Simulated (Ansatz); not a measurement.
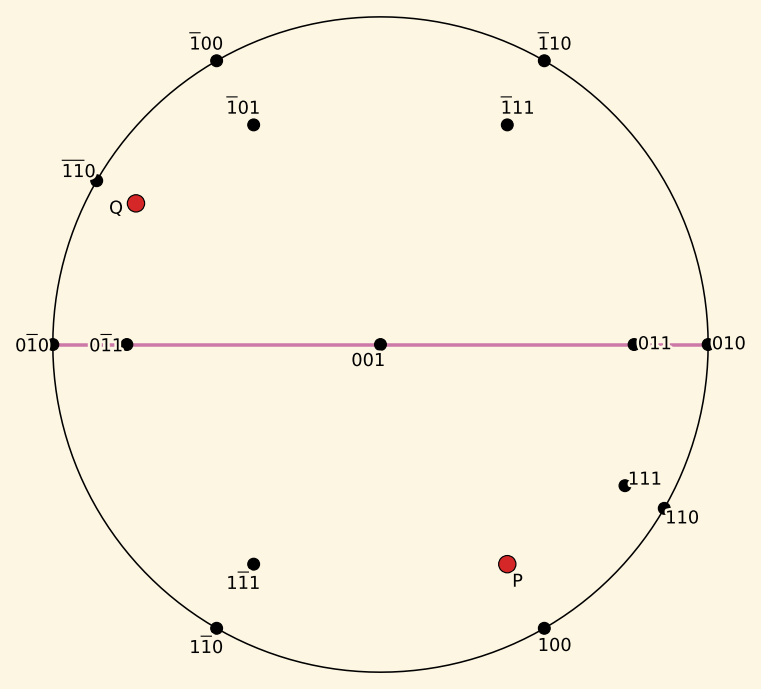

For Bi, coordinates from a relaxation with Ansatz, DFT, PBE, plane waves (420 eV) with PAW, scalar-relativistic; the starting structure was generated, so it need not be a known form of this composition: stereographic projection of plane normals (upper hemisphere) centred on (0 0 1). Geometry calculated from the standardised cell; symmetry tolerance 0.002 Å.

a = 3.525 Å, b = 3.525 Å, c = 11.789 Å, α = 90.00°, β = 90.00°, γ = 120.00°.

### Index the poles marked P, Q.

P is (1 0 1), in four indices (1 0 −1 1), 75.5° from the centre; Q is (−1 −1 1), in four indices (−1 −1 2 1), 81.5° from the centre.

### Which zone does the coloured great circle trace?

The zone [1 0 0]: its poles satisfy h = 0.

### What is the angle between the normals of (−1 1 1) and (−1 1 0), and what are their d_hkl = 1/|g|?

14.5°; d = 2.955 Å and 3.053 Å.
